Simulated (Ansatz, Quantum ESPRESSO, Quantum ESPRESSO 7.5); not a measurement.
# Band line-up of the AlN/SiC(110) superlattice, 7 + 7 layers, a = 4.302 Å

Wanted: the band alignment of the AlN/SiC(110) superlattice, 7 + 7 layers, a = 4.302 Å.

Calculated with Quantum ESPRESSO 7.5; plane-wave DFT, LDA, GBRV ultrasoft pseudopotentials (geometry and cross-check by Ansatz 0.2.0 with PAW datasets; geometry under LDA).

**1. The structure**

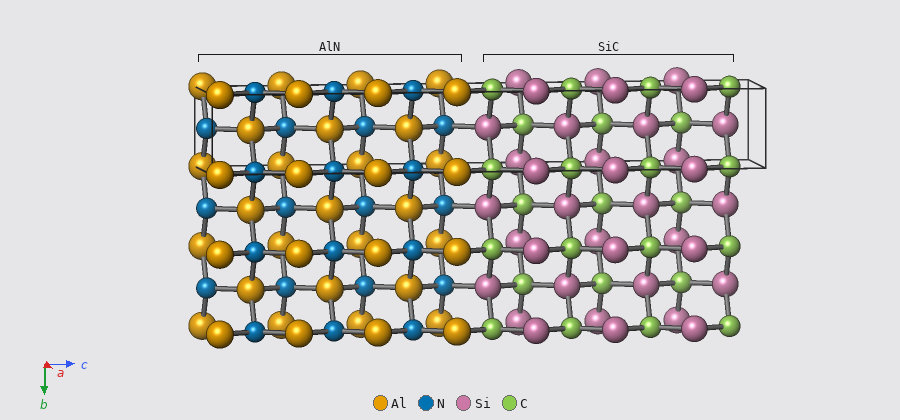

The starting structure, seen from the side, with the c axis across the page (aluminium orange, nitrogen blue, silicon pink, carbon green). 1×3×1 cells are drawn. Some periodic images of atoms are drawn too.

The cell holds 28 atoms: 7 Al, 7 N, 7 Si and 7 C. Cell: a = 4.302 Å, b = 3.042 Å, c = 21.294 Å, α = 90.0°, β = 90.0°, γ = 90.0°. Regions: AlN, 14 atoms (7 Al and 7 N); SiC, 14 atoms (7 Si and 7 C). The structure's axis is c.

Coordinates:

```
CELL_PARAMETERS angstrom
4.30200 0.00000 0.00000
0.00000 3.04197 0.00000
0.00000 0.00000 21.29381
ATOMIC_POSITIONS crystal
Al 0.00000 0.00000 0.00000
N 0.25000 0.50000 0.00000
Al 0.50000 0.50000 0.07143
N 0.75000 0.00000 0.07143
Al 0.00000 0.00000 0.14286
N 0.25000 0.50000 0.14286
Al 0.50000 0.50000 0.21429
N 0.75000 0.00000 0.21429
Al 0.00000 0.00000 0.28571
N 0.25000 0.50000 0.28571
Al 0.50000 0.50000 0.35714
N 0.75000 0.00000 0.35714
Al 0.00000 0.00000 0.42857
N 0.25000 0.50000 0.42857
Si 0.50000 0.50000 0.50000
C 0.75000 0.00000 0.50000
Si 0.00000 0.00000 0.57143
C 0.25000 0.50000 0.57143
Si 0.50000 0.50000 0.64286
C 0.75000 0.00000 0.64286
Si 0.00000 0.00000 0.71429
C 0.25000 0.50000 0.71429
Si 0.50000 0.50000 0.78571
C 0.75000 0.00000 0.78571
Si 0.00000 0.00000 0.85714
C 0.25000 0.50000 0.85714
Si 0.50000 0.50000 0.92857
C 0.75000 0.00000 0.92857
```

**2. Geometry from Ansatz**

A relaxation in Ansatz fixes the structure of this slab for the runs on it.

File input.yaml:

```yaml
crystal:
  lattice:
    - [4.302, 0.0, 0.0]
    - [0.0, 3.0419733727, 0.0]
    - [0.0, 0.0, 21.2938136087]
  atoms:
    - { symbol: Al, position: [0.0, 0.0, 0.0] }
    - { symbol: "N", position: [0.25, 0.5, 0.0] }
    - { symbol: Al, position: [0.5, 0.5, 0.0714285714] }
    - { symbol: "N", position: [0.75, 0.0, 0.0714285714] }
    - { symbol: Al, position: [0.0, 0.0, 0.1428571429] }
    - { symbol: "N", position: [0.25, 0.5, 0.1428571429] }
    - { symbol: Al, position: [0.5, 0.5, 0.2142857143] }
    - { symbol: "N", position: [0.75, 0.0, 0.2142857143] }
    - { symbol: Al, position: [0.0, 0.0, 0.2857142857] }
    - { symbol: "N", position: [0.25, 0.5, 0.2857142857] }
    - { symbol: Al, position: [0.5, 0.5, 0.3571428571] }
    - { symbol: "N", position: [0.75, 0.0, 0.3571428571] }
    - { symbol: Al, position: [0.0, 0.0, 0.4285714286] }
    - { symbol: "N", position: [0.25, 0.5, 0.4285714286] }
    - { symbol: Si, position: [0.5, 0.5, 0.5] }
    - { symbol: C, position: [0.75, 0.0, 0.5] }
    - { symbol: Si, position: [0.0, 0.0, 0.5714285714] }
    - { symbol: C, position: [0.25, 0.5, 0.5714285714] }
    - { symbol: Si, position: [0.5, 0.5, 0.6428571429] }
    - { symbol: C, position: [0.75, 0.0, 0.6428571429] }
    - { symbol: Si, position: [0.0, 0.0, 0.7142857143] }
    - { symbol: C, position: [0.25, 0.5, 0.7142857143] }
    - { symbol: Si, position: [0.5, 0.5, 0.7857142857] }
    - { symbol: C, position: [0.75, 0.0, 0.7857142857] }
    - { symbol: Si, position: [0.0, 0.0, 0.8571428571] }
    - { symbol: C, position: [0.25, 0.5, 0.8571428571] }
    - { symbol: Si, position: [0.5, 0.5, 0.9285714286] }
    - { symbol: C, position: [0.75, 0.0, 0.9285714286] }
kpoints:
  mp_grid: { grid: [6, 8, 1] }
hamiltonian:
  xc: lda
scf:
  occupations: { method: fermi_dirac, width: 0.02 }
  convergence: { dr2_threshold: 1.0e-08 }
relax:
  f_tol: 0.01
output:
  eigenvalues: true
  write_potential: true
  write_density: true
  volumetric_format: npy
checkpoint:
  write: relax.run
  compress: false
  write_wavefunctions: false
```

Command:

```sh
> ansatz run input.yaml --threads 2 --pin off --max-ram 4096MiB --backend cpu --events-out ev --progress --plain --runs-dir out
```

Numbers of over 12 decimals in the logs are rounded to 6 here.

Log:

```text
Engine: ansatz 0.2.0, aarch64-unknown-linux-gnu
Pseudopotentials: kind: paw
Pseudopotential: Al, paw, valence charge 3, recommended cutoff 420 eV (normal), Al.paw.azcp
Pseudopotential: N, paw, valence charge 5, recommended cutoff 420 eV (normal), N.paw.azcp
Pseudopotential: Si, paw, valence charge 4, recommended cutoff 420 eV (normal), Si.paw.azcp
Pseudopotential: C, paw, valence charge 4, recommended cutoff 420 eV (normal), C.paw.azcp
Functional definition: SPW92
  exchange = slater_x
  correlation = pw_c
Crystal: 28 atoms, lattice volume = 278.663 Å³
Basis set: ecut = 420 eV, 5439 PW (Γ)
Bands: 84, of which v1, the nominal top of the filled ones, is band 56 counted from 1 (55 counted from 0)
Symmetry: 4 space group operations
Space group: Pmm2 (ITA 25), of the structure as read, at distance tolerance 6.5e-5 Å
k-points: 20 of 48 (time reversal used)
Non-local potential: Al, projectors of the file, l = 0: 2, l = 1: 2, l = 2: 1
Non-local potential: N, projectors of the file, l = 0: 2, l = 1: 2, l = 2: 1
Non-local potential: Si, projectors of the file, l = 0: 2, l = 1: 2, l = 2: 2
Non-local potential: C, projectors of the file, l = 0: 2, l = 1: 2, l = 2: 1
PAW form: soft (Blöchl's): semilocal exchange-correlation on the pseudo side does not see the compensation charge
PAW frozen core: Al, regenerated for the run's functional, and the local potential with it (the file was generated under x = pbe(κ = 0.804, μ = 0.219515), c = pbe(β = 0.066725))
PAW frozen core: N, regenerated for the run's functional, and the local potential with it (the file was generated under x = pbe(κ = 0.804, μ = 0.219515), c = pbe(β = 0.066725))
PAW frozen core: Si, regenerated for the run's functional, and the local potential with it (the file was generated under x = pbe(κ = 0.804, μ = 0.219515), c = pbe(β = 0.066725))
PAW frozen core: C, regenerated for the run's functional, and the local potential with it (the file was generated under x = pbe(κ = 0.804, μ = 0.219515), c = pbe(β = 0.066725))
PAW one-centre angular grid: Al, 110 points (default); XC on 64 Gauss nodes
PAW one-centre angular grid: N, 110 points (default); XC on 64 Gauss nodes
PAW one-centre angular grid: Si, 110 points (default); XC on 64 Gauss nodes
PAW one-centre angular grid: C, 110 points (default); XC on 64 Gauss nodes
Initial density: superposition of atomic densities (neutral atoms: chi_scale 0, normalization atom), corrected by the library's trained network
Initial wavefunctions: pseudopotential atomic-orbital guess
Functional: x = slater, c = lda
SCF iter   1: F=—  HF=-12193.334611 eV  |F-HF|=—  |Δ(HF+E_count)|=         —  Δρ=8.46e-3  dr2=3.71e-1  ethr=1.77e-3  ⟨swp⟩=6.0  Hψ=7716  notcnv=0  defer=226
preconditioner: auto → Resta (q_TF=auto, 2.344 Å⁻¹)  ε∞=4.5  [insulator: Δε(μ)=1.523 eV  Ē_g=12.606 eV  σ=0.020 eV  W_gap=1.00  n_scr=54 (ndim 8)  ℏωp=23.5 eV  f_vac=0.000  D(μ)=0.00/eV (n_scr^D=0)  ε∞_Penn≈4.5]
SCF iter   2: F=—  HF=-12193.269213 eV  |F-HF|=—  |Δ(HF+E_count)|=   6.54e-2  Δρ=3.75e-3  dr2=1.40e-1  ethr=3.31e-4  ⟨swp⟩=1.4  Hψ=1968  notcnv=0  defer=387
SCF iter   3: F=—  HF=-12193.244682 eV  |F-HF|=—  |Δ(HF+E_count)|=   2.45e-2  Δρ=8.85e-4  dr2=3.51e-2  ethr=1.25e-4  ⟨swp⟩=2.6  Hψ=1911  notcnv=0  defer=426
SCF iter   4: F=—  HF=-12193.237382 eV  |F-HF|=—  |Δ(HF+E_count)|=   7.30e-3  Δρ=4.03e-4  dr2=2.84e-3  ethr=3.13e-5  ⟨swp⟩=2.4  Hψ=2017  notcnv=0  defer=426
SCF iter   5: F=—  HF=-12193.236754 eV  |F-HF|=—  |Δ(HF+E_count)|=   6.28e-4  Δρ=1.05e-4  dr2=3.70e-5  ethr=2.53e-6  ⟨swp⟩=2.0  Hψ=1930  notcnv=0  defer=426
SCF iter   6: F=—  HF=-12193.236745 eV  |F-HF|=—  |Δ(HF+E_count)|=   8.91e-6  Δρ=2.38e-5  dr2=1.46e-6  ethr=3.31e-8  ⟨swp⟩=2.0  Hψ=2333  notcnv=0  defer=426
SCF iter   7: F=—  HF=-12193.236832 eV  |F-HF|=—  |Δ(HF+E_count)|=   8.69e-5  Δρ=7.08e-6  dr2=1.33e-7  ethr=1.31e-9  ⟨swp⟩=2.1  Hψ=2579  notcnv=0  defer=428
SCF iter   8: F=-12193.236832 eV  HF=-12193.236832 eV  |F-HF|=3.39e-9  |Δ(HF+E_count)|=   3.29e-8  Δρ=1.42e-6  dr2=5.54e-9  ethr=8.93e-12  ⟨swp⟩=17.9  Hψ=14409  notcnv=0
SCF 1 converged in 8 iterations: F = -12193.236832 eV  dr2 = 5.54e-9
  greatest PAW one-centre occupation: 0.784 electrons in one spin orbital (limit 2), on the N atom at site 11 (counted from 0), in its partial waves of l = 0
relax step   1: F+E_penalty+E_count = -12193.23683185 eV  Δ(F+E_penalty+E_count) = +0.000e0 eV  max|allowed force component| = 1.458e0 eV/Å  Δτ_max = 0.0000 Å  (8 SCF iters, accepted)
Initial density: handed on by an earlier stage of this run
Initial wavefunctions: those handed on with the density
iter 1 solved again at ethr=3.26e-4 eV; its pass at ethr=3.10e-3 eV (dr2=3.65e-1 eV) is discarded
SCF iter   1: F=—  HF=-12193.616419 eV  |F-HF|=—  |Δ(HF+E_count)|=         —  Δρ=1.18e-2  dr2=3.69e-1  ethr=3.26e-4  ⟨swp⟩=1.1  Hψ=6106  notcnv=0  defer=423
preconditioner: auto → Resta (q_TF=auto, 2.344 Å⁻¹)  ε∞=4.4  [insulator: Δε(μ)=1.499 eV  Ē_g=12.723 eV  σ=0.020 eV  W_gap=1.00  n_scr=54 (ndim 8)  ℏωp=23.5 eV  f_vac=0.000  D(μ)=0.00/eV (n_scr^D=0)  ε∞_Penn≈4.4]
SCF iter   2: F=—  HF=-12193.509892 eV  |F-HF|=—  |Δ(HF+E_count)|=   1.07e-1  Δρ=6.17e-3  dr2=9.71e-2  ethr=3.26e-4  ⟨swp⟩=2.7  Hψ=2163  notcnv=0  defer=423
SCF iter   3: F=—  HF=-12193.474621 eV  |F-HF|=—  |Δ(HF+E_count)|=   3.53e-2  Δρ=5.67e-4  dr2=5.57e-4  ethr=8.67e-5  ⟨swp⟩=2.0  Hψ=2277  notcnv=0  defer=423
SCF iter   4: F=—  HF=-12193.474555 eV  |F-HF|=—  |Δ(HF+E_count)|=   6.57e-5  Δρ=1.20e-4  dr2=3.55e-5  ethr=4.98e-7  ⟨swp⟩=2.0  Hψ=2232  notcnv=0  defer=423
SCF iter   5: F=—  HF=-12193.474551 eV  |F-HF|=—  |Δ(HF+E_count)|=   4.12e-6  Δρ=2.76e-5  dr2=3.64e-6  ethr=3.17e-8  ⟨swp⟩=2.0  Hψ=2348  notcnv=0  defer=423
SCF iter   6: F=—  HF=-12193.474642 eV  |F-HF|=—  |Δ(HF+E_count)|=   9.15e-5  Δρ=4.90e-6  dr2=7.18e-7  ethr=3.25e-9  ⟨swp⟩=1.6  Hψ=1811  notcnv=0  defer=423
SCF iter   7: F=—  HF=-12193.474642 eV  |F-HF|=—  |Δ(HF+E_count)|=   1.31e-7  Δρ=3.90e-6  dr2=1.48e-7  ethr=6.41e-10  ⟨swp⟩=2.1  Hψ=1778  notcnv=0  defer=423
SCF iter   8: F=—  HF=-12193.474642 eV  |F-HF|=—  |Δ(HF+E_count)|=   3.23e-8  Δρ=1.32e-6  dr2=1.32e-8  ethr=1.32e-10  ⟨swp⟩=2.0  Hψ=2116  notcnv=0  defer=423
SCF iter   9: F=-12193.474642 eV  HF=-12193.474642 eV  |F-HF|=1.49e-10  |Δ(HF+E_count)|=   2.88e-9  Δρ=2.74e-7  dr2=2.36e-10  ethr=8.93e-12  ⟨swp⟩=16.9  Hψ=12164  notcnv=0
SCF 2 converged in 9 iterations: F = -12193.474642 eV  dr2 = 2.36e-10
  greatest PAW one-centre occupation: 0.784 electrons in one spin orbital (limit 2), on the N atom at site 3 (counted from 0), in its partial waves of l = 0
[...]
SCF iter   8: F=—  HF=-12193.533749 eV  |F-HF|=—  |Δ(HF+E_count)|=   5.06e-8  Δρ=1.61e-6  dr2=1.13e-8  ethr=1.38e-10  ⟨swp⟩=2.0  Hψ=2331  notcnv=0  defer=419
SCF iter   9: F=-12193.533749 eV  HF=-12193.533749 eV  |F-HF|=2.87e-10  |Δ(HF+E_count)|=   2.96e-9  Δρ=3.95e-7  dr2=4.21e-10  ethr=8.93e-12  ⟨swp⟩=18.4  Hψ=12669  notcnv=0
SCF 3 converged in 9 iterations: F = -12193.533749 eV  dr2 = 4.21e-10
relax step   3: F+E_penalty+E_count = -12193.53374858 eV  Δ(F+E_penalty+E_count) = -5.911e-2 eV  max|allowed force component| = 3.940e-1 eV/Å  Δτ_max = 0.0418 Å  (9 SCF iters, accepted)
[...]
relax step   4: F+E_penalty+E_count = -12193.54627066 eV  Δ(F+E_penalty+E_count) = -1.252e-2 eV  max|allowed force component| = 4.207e-2 eV/Å  Δτ_max = 0.0116 Å  (8 SCF iters, accepted)
[...]
relax step   5: F+E_penalty+E_count = -12193.54643918 eV  Δ(F+E_penalty+E_count) = -1.685e-4 eV  max|allowed force component| = 1.017e-2 eV/Å  Δτ_max = 0.0017 Å  (6 SCF iters, accepted)
SCF iter   1: F=—  HF=-12193.546364 eV  |F-HF|=—  |Δ(HF+E_count)|=         —  Δρ=4.42e-5  dr2=5.47e-6  ethr=6.08e-8  ⟨swp⟩=2.0  Hψ=3216  notcnv=0
preconditioner: auto → Resta (q_TF=auto, 2.344 Å⁻¹)  ε∞=4.4  [insulator: Δε(μ)=1.380 eV  Ē_g=12.744 eV  σ=0.020 eV  W_gap=1.00  n_scr=54 (ndim 8)  ℏωp=23.5 eV  f_vac=0.000  D(μ)=0.00/eV (n_scr^D=0)  ε∞_Penn≈4.4]
SCF iter   2: F=—  HF=-12193.546448 eV  |F-HF|=—  |Δ(HF+E_count)|=   8.48e-5  Δρ=2.28e-5  dr2=1.44e-6  ethr=4.88e-9  ⟨swp⟩=1.0  Hψ=1940  notcnv=0
SCF iter   3: F=—  HF=-12193.546448 eV  |F-HF|=—  |Δ(HF+E_count)|=   5.27e-7  Δρ=2.25e-6  dr2=1.28e-8  ethr=1.28e-9  ⟨swp⟩=2.1  Hψ=2093  notcnv=0
iter 4 did not close the SCF: its close was put off for the readings that it lacked (scf_convergence_deferred on its scf_iter line)
SCF iter   4: F=-12193.546448 eV  HF=-12193.546448 eV  |F-HF|=2.04e-9  |Δ(HF+E_count)|=   2.84e-9  Δρ=5.19e-7  dr2=2.30e-9  ethr=1.15e-11  ⟨swp⟩=2.1  Hψ=2152  notcnv=0
iter 5 did not close the SCF: its close was put off for the readings that it lacked (scf_convergence_deferred on its scf_iter line)
SCF iter   5: F=-12193.546448 eV  HF=-12193.546448 eV  |F-HF|=6.37e-10  |Δ(HF+E_count)|=  3.69e-10  Δρ=1.31e-7  dr2=6.58e-10  ethr=2.05e-12  ⟨swp⟩=2.8  Hψ=2296  notcnv=0
SCF iter   6: F=-12193.546448 eV  HF=-12193.546448 eV  |F-HF|=6.37e-11  |Δ(HF+E_count)|=  1.38e-10  Δρ=8.19e-8  dr2=6.63e-11  ethr=1.00e-12  ⟨swp⟩=9.1  Hψ=8863  notcnv=0
SCF 6 converged in 6 iterations: F = -12193.546448 eV  dr2 = 6.63e-11
relax step   6: F+E_penalty+E_count = -12193.54644796 eV  Δ(F+E_penalty+E_count) = -8.783e-6 eV  max|allowed force component| = 2.530e-3 eV/Å  Δτ_max = 0.0003 Å  (6 SCF iters, accepted)
SCF converged after 6 iterations
Free energy (F): -12193.546448 eV
Harris-Foulkes:  -12193.546448 eV  (|F-HF|=6.37e-11)
Internal energy: -12193.546448 eV  (E = F + TS)
E sigma→0 (E₀):  -12193.546448 eV
Fermi energy:    10.023218 eV
--- Per-component energies (eV) ---
  E_band       = 326.333164
  E_kinetic    = 2091.639785
  E_local      = -2275.841265  (includes V_loc(G=0)·N_el)
  E_nonlocal   = 786.946847
  E_hartree    = 751.682664
  E_xc         = -1446.073261
  E_vxc        = -1529.947798  (∫ρ·V_xc dr)
  E_paw        = -7983.589084  (= ΣΔE_a)
  E_vpaw       = -249.830529  (= ΣTr[D̂ρ^β])
  E_aug_tail   = 0.000742  (compensation charges beyond the density's cutoff)
  E_ewald      = -4120.293342
  E_core_change = 1.980467  (= ΣΔE_core)
  E_smearing   = -0.000000  (= −TS)
  E_closure    = -0.000000  (closes the sum)
  Σ components = -12193.546448   (vs F -12193.546448, Δ=0.00e0)
--- Forces (eV/Å), atoms counted from 1 ---
  atom   1  Al    -0.00252963     0.00000000     0.00113626
  atom   2  N      0.00155053     0.00000000     0.00029450
  atom   3  Al    -0.00141502    -0.00000000    -0.00058531
  atom   4  N      0.00204585     0.00000000    -0.00084596
  atom   5  Al    -0.00006198    -0.00000000    -0.00043461
  atom   6  N      0.00021523    -0.00000000    -0.00028308
  atom   7  Al     0.00060891    -0.00000000     0.00000000
  atom   8  N     -0.00028383    -0.00000000     0.00000000
  atom   9  Al    -0.00006198    -0.00000000     0.00043461
  atom  10  N      0.00021523    -0.00000000     0.00028308
  atom  11  Al    -0.00141502    -0.00000000     0.00058531
  atom  12  N      0.00204585     0.00000000     0.00084596
  atom  13  Al    -0.00252963     0.00000000    -0.00113626
  atom  14  N      0.00155053     0.00000000    -0.00029450
  atom  15  Si    -0.00155996    -0.00000000    -0.00047358
  atom  16  C      0.00150510    -0.00000000    -0.00010287
  atom  17  Si    -0.00032465    -0.00000000    -0.00002436
  atom  18  C      0.00037099    -0.00000000     0.00015862
  atom  19  Si     0.00014584    -0.00000000    -0.00021973
  atom  20  C     -0.00004344     0.00000000     0.00028778
  atom  21  Si    -0.00019571    -0.00000000     0.00000000
  atom  22  C      0.00007301     0.00000000    -0.00000000
  atom  23  Si     0.00014584    -0.00000000     0.00021973
  atom  24  C     -0.00004344     0.00000000    -0.00028778
  atom  25  Si    -0.00032465    -0.00000000     0.00002436
  atom  26  C      0.00037099    -0.00000000    -0.00015862
  atom  27  Si    -0.00155996    -0.00000000     0.00047358
  atom  28  C      0.00150510    -0.00000000     0.00010287
  max |Σ_I F_I| component: 9.20e-8 eV/Å
--- Band table (eV; the first three rows and the last of 20) ---
  k-point 0: bands = [... 52 lower, 8.8579, 9.1328, 9.1828, 9.3334, 10.7134, 11.5609, 11.5979, 12.7253, ... 24 higher]
  k-point 1: bands = [... 52 lower, 8.3450, 8.4778, 8.7975, 8.9157, 11.4372, 12.3885, 12.3899, 13.2419, ... 24 higher]
  k-point 2: bands = [... 52 lower, 7.6539, 7.7430, 8.0164, 8.8572, 12.5753, 12.7453, 12.8293, 13.1942, ... 24 higher]
  k-point 19: bands = [... 52 lower, 7.7206, 8.0474, 8.2250, 8.3383, 13.6923, 13.8236, 14.0199, 14.3451, ... 24 higher]
--- Relaxed structure (6 steps of the walk, 6 accepted, 0 SCFs on fresh bases) ---
  F+E_penalty+E_count = -12193.54644796 eV   max|allowed force component| = 2.530e-3 eV/Å
  atoms:
    - { symbol: Al, position: [0.00805668, -4.2899703616092597e-19, -0.00110402] }
    - { symbol: N, position: [0.267419, 0.500000, -0.00149149] }
    - { symbol: Al, position: [0.518763, 0.500000, 0.070857] }
    - { symbol: N, position: [0.768292, 1.4865541116710383e-19, 0.071811] }
    - { symbol: Al, position: [0.018397, 0, 0.142852] }
    - { symbol: N, position: [0.268672, 0.500000, 0.142462] }
    - { symbol: Al, position: [0.518451, 0.500000, 0.214286] }
    - { symbol: N, position: [0.768646, 0, 0.214286] }
    - { symbol: Al, position: [0.018397, 0, 0.285719] }
    - { symbol: N, position: [0.268672, 0.500000, 0.286110] }
    - { symbol: Al, position: [0.518763, 0.500000, 0.357714] }
    - { symbol: N, position: [0.768292, -1.4865541116710246e-19, 0.356760] }
    - { symbol: Al, position: [0.00805668, 4.2899703616092476e-19, 0.429675] }
    - { symbol: N, position: [0.267419, 0.500000, 0.430063] }
    - { symbol: Si, position: [0.491771, 0.500000, 0.500971] }
    - { symbol: C, position: [0.730664, 5.506394855773933e-19, 0.501417] }
    - { symbol: Si, position: [-0.018436, 1.4445569099819966e-19, 0.571800] }
    - { symbol: C, position: [0.231503, 0.500000, 0.570928] }
    - { symbol: Si, position: [0.482332, 0.500000, 0.642817] }
    - { symbol: C, position: [0.732232, 1.1794701535350607e-19, 0.643161] }
    - { symbol: Si, position: [-0.018238, 0, 0.714286] }
    - { symbol: C, position: [0.231810, 0.500000, 0.714286] }
    - { symbol: Si, position: [0.482332, 0.500000, 0.785755] }
    - { symbol: C, position: [0.732232, -1.179470153535018e-19, 0.785411] }
    - { symbol: Si, position: [-0.018436, -1.4445569099820159e-19, 0.856771] }
    - { symbol: C, position: [0.231503, 0.500000, 0.857644] }
    - { symbol: Si, position: [0.491771, 0.500000, 0.927600] }
    - { symbol: C, position: [0.730664, -5.506394855773975e-19, 0.927154] }
```

It took 2.9 min on 2 threads of Arm Neoverse V2, shared host; peak memory 0.75 GiB; 5.7 min of CPU time.

(Continued in part 2 of 8.)

[Logs are printed without paths, hosts, clocks, repeated set-up lines and the standing remarks that a program may print on its own settings, such as how far it seeks lower states.]

[Hosts, paths, dates, database ids (printed as entryN), source tags and the programs' standing remarks are cut or masked in the printed files.]

[Maps of the electrostatic potential energy from Ansatz leave out the sawtooth potential of an applied field or a dipole correction, so their vacuum need not be flat; planar profiles and work functions include it.]
